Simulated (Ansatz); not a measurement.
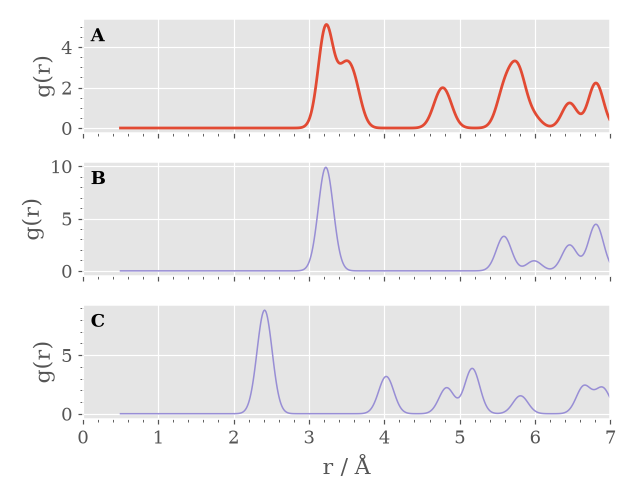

Partial pair correlation functions g(r) computed from the static structure of WS₂, each distance broadened by a Gaussian of σ = 0.10 Å. Basis of the simulation: the input geometry of an electronic-structure calculation (not necessarily at equilibrium); the starting structure was generated, so it need not be a known form of this composition.

```cif
data_structure
_symmetry_space_group_name_H-M 'P-3m1'
_symmetry_Int_Tables_number 164
_cell_length_a 3.2288
_cell_length_b 3.2288
_cell_length_c 5.9936
_cell_angle_alpha 90.000
_cell_angle_beta 90.000
_cell_angle_gamma 120.000
_cell_volume 54.11
loop_
_atom_site_label
_atom_site_type_symbol
_atom_site_symmetry_multiplicity
_atom_site_Wyckoff_symbol
_atom_site_fract_x
_atom_site_fract_y
_atom_site_fract_z
_atom_site_occupancy
W1 W 1 a 0.00000 0.00000 0.00000 1
S1 S 2 d 0.33333 0.66667 0.25668 1
```

**The panels are unlabelled. Name the pair for each.**

panel A is S–S (first distance 3.23 Å); panel B is W–W (first distance 3.23 Å); panel C is W–S (first distance 2.42 Å).

**Give the first two coordination shells of each pair (distances closer than 0.12 Å counted as one shell; neighbours averaged over all atoms of the first element).**

| pair | first shell (Å) | neighbours in it | second shell (Å) | neighbours in the second |
| --- | --- | --- | --- | --- |
| S–S | 3.23 | 6 S per S | 3.46 | 3 |
| W–W | 3.23 | 6 W per W | 5.59 | 6 |
| W–S | 2.42 | 6 S per W | 4.03 | 6 |
